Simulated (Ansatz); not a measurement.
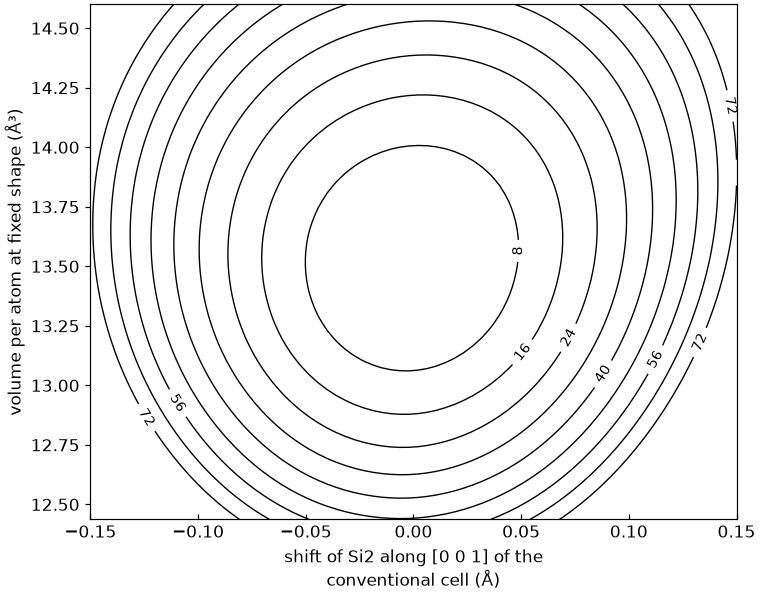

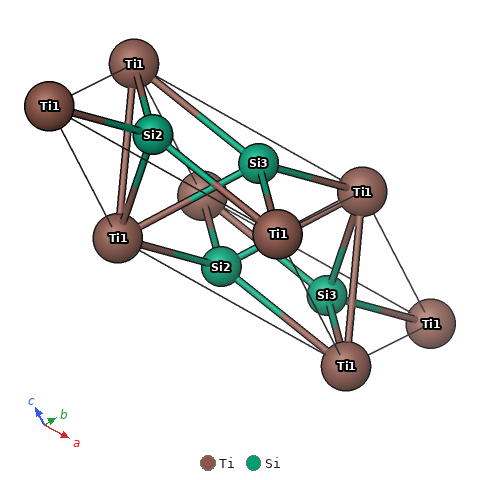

Energy landscape of TiSi₂ (Immm, No. 71; 3 atoms in the cell). The energy is mapped over a free internal coordinate and the cell. First axis: shift of Si2 along [0 0 1] of the conventional cell, Cartesian (0 0 1), its symmetry partners moved as symmetry demands (measured in the relaxed cell). Second axis: volume per atom at fixed shape. Nothing is relaxed (all other coordinates fixed). The grid has 7 × 7 points. Points are written as (first, second). Energies are in meV/atom, from the lowest grid point. Method: DFT LDA, scalar-relativistic, plane waves, PAW in Ansatz 0.2.0. Settings: cutoff 520 eV, k-mesh 18×18×18, gaussian smearing 0.15 eV, no spin polarisation.

In the figure: contour lines labelled in meV/atom (none above 72). Between grid points the surface is interpolated. The second picture is the structure at the lowest point

Summarise what can be read from the map.

The lowest grid point is at (0.00 Å, 13.52 Å³). No other kind of well shows on this grid. The highest grid point, (0.15 Å, 12.44 Å³), lies 156 meV/atom above the lowest. Round the minimum the two coordinates are weakly coupled (coupling −0.06 in units of the two stiffnesses).

The whole map (49 points run) took 28 min on 2 threads of Arm Neoverse N1, with other jobs on the host.

PAW datasets: the set soft_1.
